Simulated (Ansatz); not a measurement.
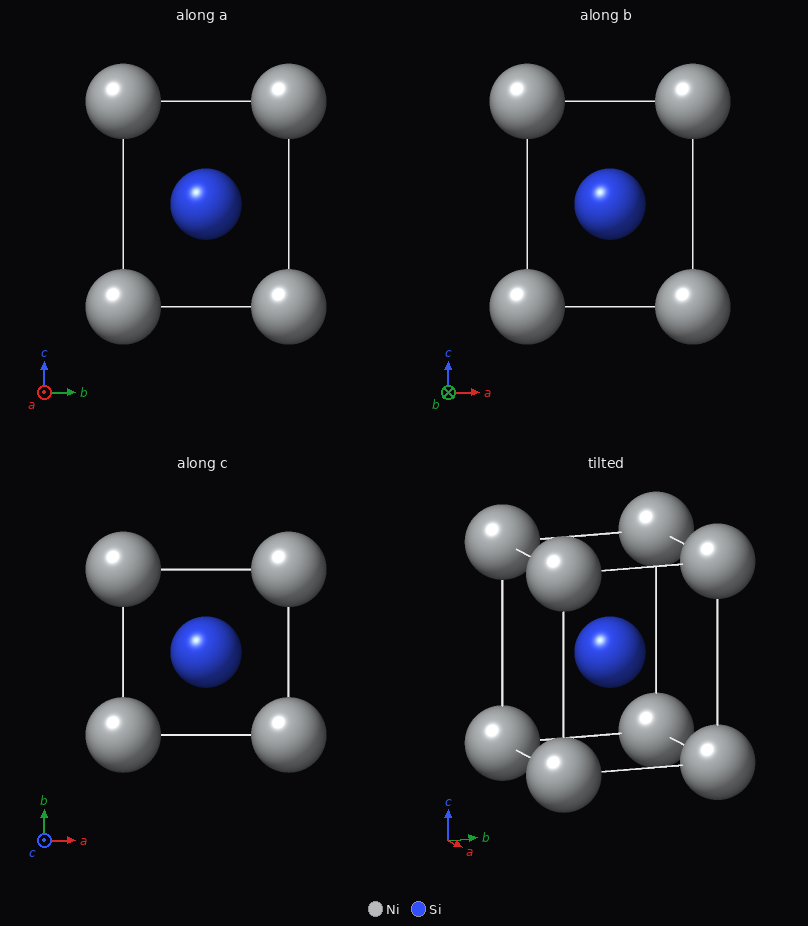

The crystal in a spheres-only representation, seen along the a axis, along the b axis, along the c axis and slightly off an axis. The edges of the conventional unit cell are marked.

Lattice parameters: a = 2.689 Å, b = 2.689 Å, c = 3.337 Å, α = 90.00°, β = 90.00°, γ = 90.00°. Put a along x and b in the xy plane.

Put the structure into a POSCAR file.

```
Ni Si
1.0
     2.689    0.000    0.000
     0.000    2.689    0.000
     0.000    0.000    3.337
Ni Si
1 1
Direct
  0.0000 0.0000 0.0000
  0.5000 0.5000 0.5000
```

It goes back to a structure type filled with these elements by a generator (whether the compound takes this form wasn't checked). Earlier steps of the study may have refined or changed the cell and positions. Ansatz was used for an electronic-structure calculation on it.

At this level of theory the cell isn't at rest (stretched, at -9 GPa), so its distances can differ from those at equilibrium, the more so the softer the solid.
